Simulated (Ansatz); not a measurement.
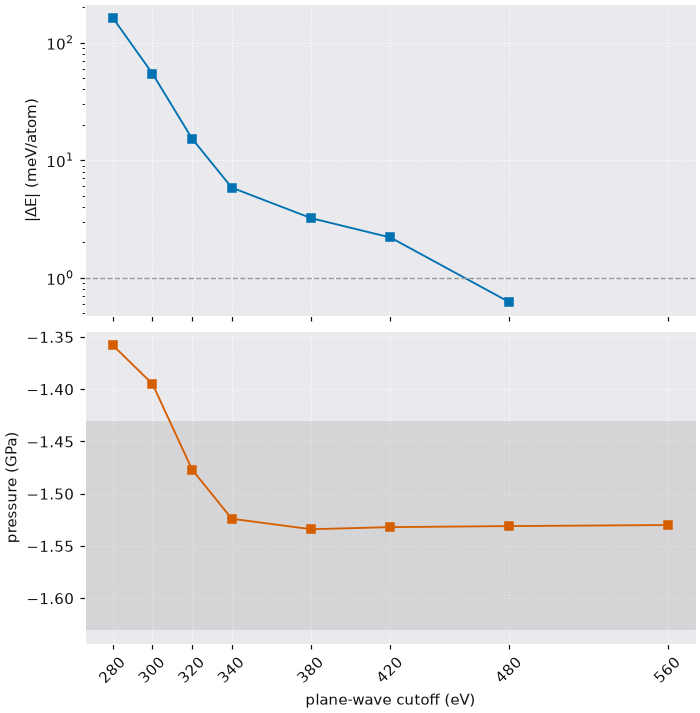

Scan of the plane-wave cutoff (density cutoff scaled with it).
- system: GaSb (R3m, 2 atoms in the cell)
- method: Ansatz, HSE06, plane waves, PAW datasets; 4×4×4 k-mesh, Fermi–Dirac smearing of 0.1 eV
ΔE is the free energy less its value at the largest setting, 560 eV.
Dashed lines or grey bands mark the tolerance: 1 meV/atom and 0.1 GPa.
The pressure holds the program's Pulay correction for the finite basis; without it, low cutoffs would be much further off.
The atoms sit off their equilibrium sites.

### What is enough for the free energy to 1 meV/atom?

The free energy is within 1 meV/atom of the largest setting's value from 480 eV on. It is off by 160 meV/atom at 280 eV, 5.8 meV/atom at 340 eV and 2.2 meV/atom at 420 eV (always above it). The smaller bases give higher energies, which fall towards the limit as the basis grows.

### How does the pressure behave (tolerance 0.1 GPa)?

The pressure is within 0.1 GPa of the largest setting's value from 320 eV on. It is −1.36 GPa at 280 eV, −1.40 GPa at 300 eV and −1.53 GPa at 560 eV.
